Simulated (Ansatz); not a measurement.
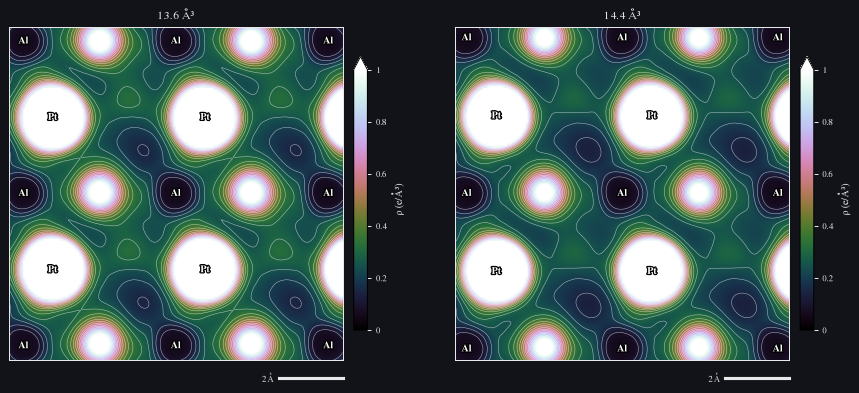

AlPt. The valence electron density of cells scaled evenly to different volumes (given per atom above each panel), on the (100) plane of each (indices in the axes of the cell below), at one length scale and on one colour scale.

A structure from a database of computed crystals, not necessarily the ambient phase.

All numbers below come from DFT PBEsol, scalar-relativistic, plane waves, PAW (Ansatz 0.2.0).

In a PAW calculation such maps are meaningful between the atoms, not at the nuclei.

The largest cell:

```xyz
8
Lattice="4.8685 0.0000 0.0000 0.0000 4.8685 0.0000 0.0000 0.0000 4.8685" Properties=species:S:1:pos:R:3 pbc="T T T"
Al    4.1098    4.1098    4.1098
Al    3.1929    0.7587    1.6756
Al    1.6756    3.1929    0.7587
Al    0.7587    1.6756    3.1929
Pt    0.7497    0.7497    0.7497
Pt    1.6846    4.1189    3.1839
Pt    3.1839    1.6846    4.1189
Pt    4.1189    3.1839    1.6846
```

| volume (Å³/atom) | Al–Pt contact in the plane (Å) | ρ at its midpoint (e/Å³) | pressure (GPa) | 
| --- | --- | --- | --- |
| 13.56 | 2.547 | 0.445 | 14.4 | 
| 13.99 | 2.571 | ? | ? | 
| 14.42 | 2.596 | 0.405 | 0.0 | 

Q: What values belong in the row with question marks?

A: Over the known rows ln ρ falls by 1.92 per Å of Al–Pt distance (the line through the two), which gives 0.425 e/Å³ at 2.571 Å; the calculation gives 0.423 e/Å³. For the pressure, a straight line in volume between the neighbouring rows gives 7.2 GPa; the calculation gives 6.6, lower because pressure rises ever faster on compression.
